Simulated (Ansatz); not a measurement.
Input of the run:

```
crystal:
  lattice:
    - [2.8876514701, 0.0, 0.0]
    - [-1.4438257351, 2.5007795304, 0.0]
    - [0.0, 0.0, 24.431030209]
  atoms:
    - { symbol: Au, position: [0.6666666667, 0.3333333333, 0.3070133223] }
    - { symbol: Au, position: [0.3333333333, 0.6666666667, 0.4043291694] }
    - { symbol: Au, position: [0.0, 0.0, 0.4999999992] }
    - { symbol: Au, position: [0.6666666667, 0.3333333333, 0.5956708297] }
    - { symbol: Au, position: [0.3333333333, 0.6666666667, 0.6929866793] }
basis:
  ecutwfc: 420
kpoints:
  mp_grid: { grid: [12, 12, 1] }
  band_path:
    path:
      - [0.5, 0, 0]
      - [0, 0, 0]
      - [0.3333333333333, 0.3333333333333, 0]
      - [0.5, 0, 0]
    npoints: 12
hamiltonian:
  xc: pbesol
scf:
  occupations: { method: gaussian, width: 0.1 }
  n_extra_bands: 16
output:
  forces: true
  eigenvalues: true
  populations: true
  fatbands: true
  write_density: true
  write_potential: true
  elf: true
  volumetric_format: npy
efield:
  axis: 3
  dipole_correction: true
  ramp_width: 0.04
```

Run as:
```bash
ansatz run input.yaml --threads 2 --pin off --max-ram 5632MiB --backend cpu --events-out ev --progress --plain --runs-dir out
```

What will the band structure look like? The path is M–Γ–K–M.

A metal: 5 bands cross the Fermi level along this path. Bands cross the Fermi level on every line of the path. At Γ the nearest levels lie 0.87 eV below and 0.07 eV above the Fermi level.

Spin-orbit coupling is left out, which matters for Au.

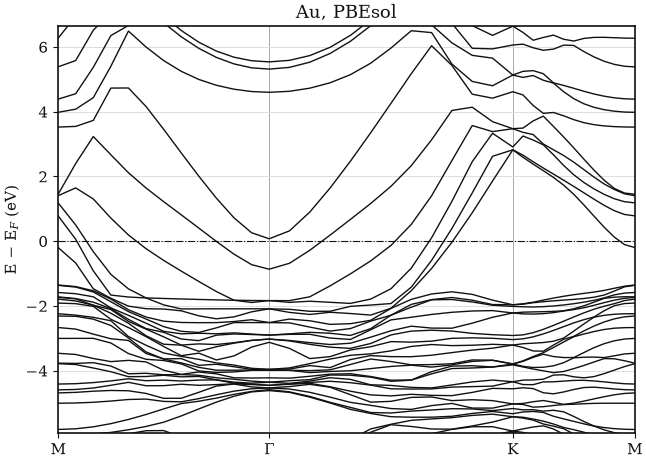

Band structure. Energies are counted from the Fermi level.
